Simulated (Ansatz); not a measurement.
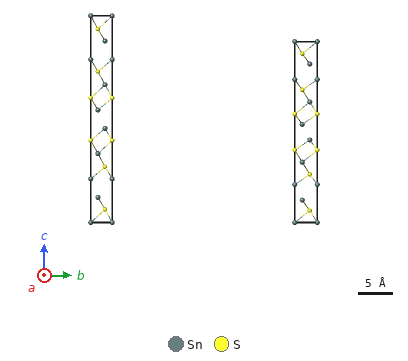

Two geometries of solid Sn3S2 (built on the tetradymite_166 type) (coarse preliminary run), drawn at one scale. One is the start of a relaxation, the other its converged end. A ball-and-stick model of the conventional cell (3 times the calculation's cell), seen along the a axis. Lengths and directions refer to the drawn axes.

Theory: Ansatz 0.2.0, DFT PBE, scalar-relativistic, plane waves, PAW. (plane-wave cutoff 420 eV; k-point mesh 6 × 6 × 6; occupations gaussian; smearing width 0.1 eV; no spin polarisation; cell and atoms relaxed; force threshold 0.04 eV/Å; at most 70 steps)

Which one is relaxed?

Answer. The left one is the relaxed one. Case: anti-tetradymite type (R-3m, No. 166). The energy falls by 0.318 eV per cell of the calculation in 7 accepted moves (8 points after the start). The largest force component goes from 0.75 to 0.0095 eV/Å. Pressure: 3.67 GPa at the start and 0.04 GPa at the end. At 1 point the geometry stayed and the basis and grid were re-selected for the new cell (energy shift of 3.9 meV per cell of the calculation at most each time). The largest moves relative to the cell, 0.083 Å, are those of S atoms. By element the largest moves are S 0.083 Å, Sn 0.057 Å. Cell: a = b 3.920 → 3.733 Å (−4.8 %), c 27.259 → 31.146 Å (+14.3 %). Volume +3.6 %. Near-neighbour distances that change, for instance: S–Sn 2.748 → 2.812 Å, S–Sn 2.903 → 2.935 Å. Among the angles between lasting bonds that change: Sn–S–Sn 91.0° → 83.2°, S–Sn–S 91.0° → 83.2°, Sn–S–Sn 91.9° → 98.9°. The space group stays R-3m (No. 166). Cost: 83 s on 1 thread of Arm Neoverse V1, with other jobs on the host, peak memory 0.42 GiB.
